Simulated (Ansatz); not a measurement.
System: Cu, space group P6_3/mmc (No. 194).

The given structure:
```
CELL_PARAMETERS angstrom
2.53076 0.00000 0.00000
-1.26538 2.19171 0.00000
0.00000 0.00000 8.26182
ATOMIC_POSITIONS crystal
Cu 0.00000 0.00000 0.00000
Cu 0.33333 0.66667 0.25000
Cu 0.00000 0.00000 0.50000
Cu 0.66667 0.33333 0.75000
```

How it was computed, with Ansatz 0.2.0: volume and cell lengths of one structure relaxed by several density functionals; plane waves with PAW datasets, Γ-centred k mesh. All runs: no spin polarisation.

| setting | value |
| --- | --- |
| occupations | Gaussian |
| smearing width | 0.1 eV |

The space group named is that of the starting cell.

What does the calculation give for the volume by functional? The cases: LDA; PBE+D3(BJ); PBE.

LDA gives 10.89 Å³/atom, PBE+D3(BJ) 11.32 Å³/atom and PBE 11.97 Å³/atom.

| functional | volume (Å³/atom) |
| --- | --- |
| LDA | 10.89 |
| PBE+D3(BJ) | 11.32 |
| PBE | 11.97 |

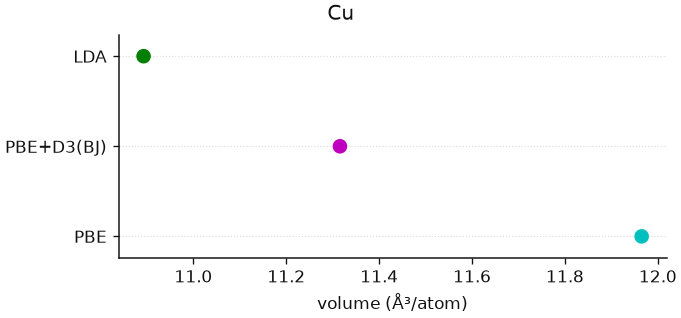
